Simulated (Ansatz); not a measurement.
# Calculations on Al48O73

## 1. Relaxation

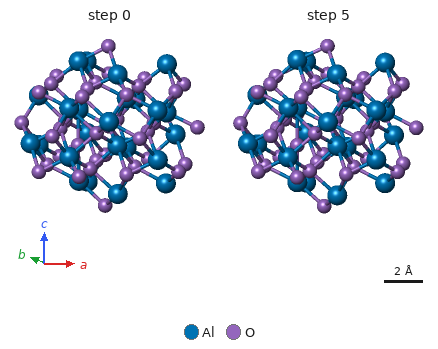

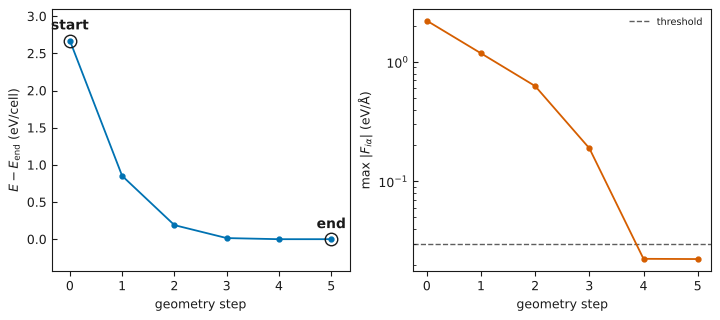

First and last geometry of a relaxation of a defect cell of composition Al48O73 (cell charge +1), with the history of the run. A ball-and-stick model of the atoms within 5.0 Å of the atom that moves most (axes of the cell of the calculation), seen from a free direction.

All numbers below come from Ansatz, DFT, PBEsol, PAW, plane waves. Settings: plane-wave cutoff 420 eV; k-point mesh 1 × 1 × 1; mesh shifted by (0.25, 0.25, 0.25); collinear spin; atoms relaxed in a fixed cell; force threshold 0.03 eV/Å; at most 80 steps.

What do the curves and the structures tell?

It converged. Over 5 geometry steps the energy falls by 2.673 eV per cell of the calculation. Largest force component: 2.2 eV/Å at the start, 0.022 eV/Å at the end. The largest move is that of an O atom, 0.14 Å along [3 −1 2]. Largest moves by element: O 0.14 Å, Al 0.11 Å. The lattice vectors keep their values. Among the contacts that change: Al–O 1.907 → 2.025 Å, Al–O 1.849 → 1.955 Å, Al–O 2.060 → 1.970 Å, Al–O 2.031 → 1.943 Å. Bond angles that change, for instance: Al–O–Al 130.6° → 137.5°, Al–O–Al 173.5° → 179.9°, O–Al–O 89.5° → 95.3°.

Limits of the set-up: the cell is charged, on a uniform background, and energies carry no finite-size correction.

## 2. Relaxation

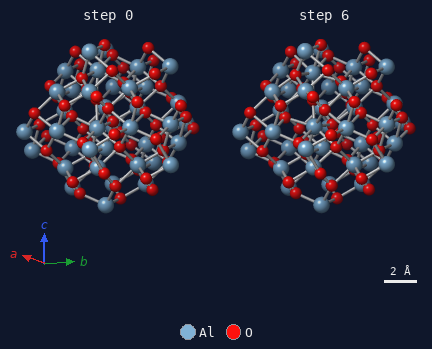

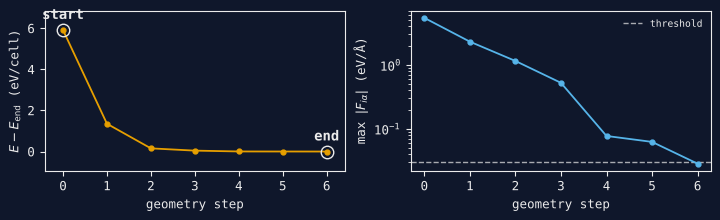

First and last geometry of a relaxation of a defect cell of composition Al₄₈O₇₃ (cell charge −1), with the history of the run. A ball-and-stick model of the atoms within 5.8 Å of the atom that moves most (axes of the cell of the calculation (origin shifted)), seen from a free direction.

Computed with Ansatz 0.2.0, DFT, PBEsol, PAW, plane waves. (plane-wave cutoff 420 eV; k-point mesh 1 × 1 × 1; mesh shifted by (0.25, 0.25, 0.25); collinear spin; atoms relaxed in a fixed cell; force threshold 0.03 eV/Å; at most 80 steps)

Q: Did the run converge, and what did it change?

A: It converged. The atom that moves furthest is an O atom (0.30 Å along [−2 1 −1]). By element the largest moves are O 0.30 Å, Al 0.18 Å. The cell stays as it was. Among the contacts that change: Al–O 1.902 → 2.094 Å, Al–O 1.956 → 1.781 Å, Al–O 2.002 → 1.851 Å, Al–O 1.925 → 2.063 Å. Among the angles between lasting bonds that change: Al–O–Al 132.9° → 117.5°, O–Al–O 92.8° → 108.0°, O–Al–O 89.5° → 104.4°. The energy falls by 5.915 eV per cell of the calculation in 6 geometry steps. The largest force component goes from 5.5 to 0.029 eV/Å.

```json
{"step": "0", "E − E(0), meV/atom": "0.00", "largest force component, eV/Å": "5.4573"}
{"step": "1", "E − E(0), meV/atom": "-37.71", "largest force component, eV/Å": "2.3156"}
{"step": "2", "E − E(0), meV/atom": "-47.61", "largest force component, eV/Å": "1.1551"}
{"step": "3", "E − E(0), meV/atom": "-48.53", "largest force component, eV/Å": "0.5251"}
{"step": "4", "E − E(0), meV/atom": "-48.86", "largest force component, eV/Å": "0.0774"}
{"step": "5", "E − E(0), meV/atom": "-48.88", "largest force component, eV/Å": "0.0625"}
{"step": "6", "E − E(0), meV/atom": "-48.89", "largest force component, eV/Å": "0.0285"}
```

Limits of the set-up: the cell is charged, on a uniform background, and energies carry no finite-size correction.

## 3. Defect

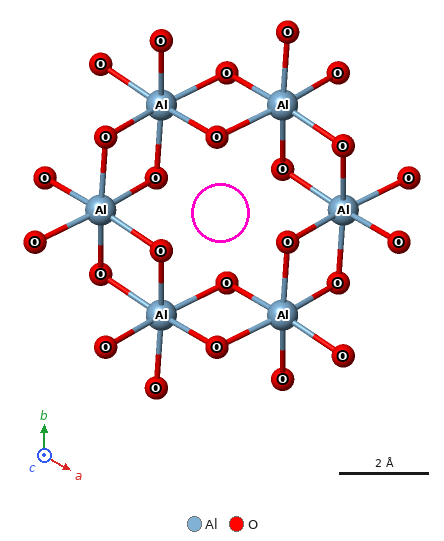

Perfect Al2O3. The picture is a ball-and-stick view of the atoms within 4.6 Å of one point, in a slice 3.4 Å thick across the line of sight, seen along the c axis.

These are results of Ansatz 0.2.0, DFT, PBEsol, PAW, plane waves, not measurements. (plane-wave cutoff 420 eV; k-point mesh 1 × 1 × 1; mesh shifted by (0.25, 0.25, 0.25); collinear spin) Fermi-Dirac smearing of 0.01 eV. A uniform background neutralises the charged cell. The axes drawn are those of the host's conventional cell.

An extra oxygen atom is put between the host's atoms (an interstitial) at the ringed place, in charge state +1. The supercell has 120 sites, and the atoms are relaxed at the host's cell.

Predict the relaxed surroundings of the defect.

Answer. The O atom starts with 6 O at 1.93 to 2.04 Å, 2 Al at 1.93 Å around its place and ends with 2 Al at 2.01 Å, 6 O at 2.09 to 2.10 Å. Of the host's atoms, an oxygen atom moves furthest from its site, by 0.12 Å. The O atom itself moves 0.09 Å from where it was put. The cell's net moment is 3.00 μB.

The relaxed defect, seen from the same direction:

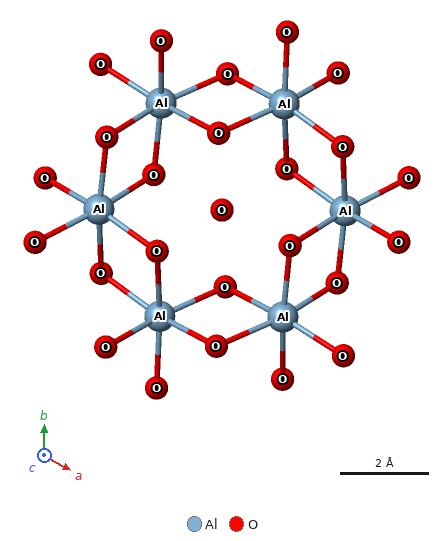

Limits of the set-up: the cell is charged, on a uniform background, and energies carry no finite-size correction.
